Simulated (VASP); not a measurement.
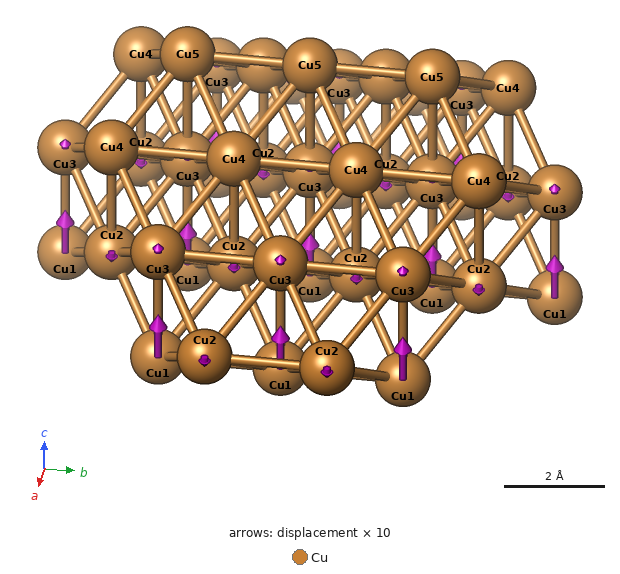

A relaxation of a slab of composition Cu. The starting structure is drawn; purple arrows show the displacements, magnified 10 times.

Style: ball-and-stick. Shown: the atoms within 5.8 Å of the atom that moves most (axes of the 2 × 3 repeat of the cell, outlined in the plane, without the vacuum), from a free direction.

The run lets the atoms move in a fixed cell.

Level of theory: Kohn-Sham DFT of a periodic cell, LDA, VASP PAW LDA potentials, recommended in VASP.

The input:
```
ALGO = Normal
EDIFF = 1E-7
EDIFFG = -0.005
ENCUT = 520
GGA = CA
IBRION = 2
ISIF = 2
ISMEAR = 1
KPAR = 8
LASPH = True
LCHARG = False
LREAL = False
LWAVE = False
NELM = 100
NSW = 40
PREC = Accurate
SIGMA = 0.2
```

Launched with:
```bash
cat potpaw_LDA.64/Cu/POTCAR > POTCAR
mpirun -np 8 vasp_std > vasp.out
```

### What did the optimiser do to the structure, and how much energy did it gain?

After 15 geometry steps the energy has fallen by 66.0 meV per cell of the calculation. Largest force component: 0.53 eV/Å at the start, 0.0019 eV/Å at the end. The largest moves, 0.10 Å, are those of Cu1 and Cu11. Cu1 goes along the normal (+c). The cell doesn't change. Among the contacts that change: Cu1–Cu3 2.491 → 2.411 Å, Cu1–Cu2 2.491 → 2.430 Å, Cu2–Cu4 2.491 → 2.521 Å, Cu2–Cu3 2.491 → 2.515 Å.
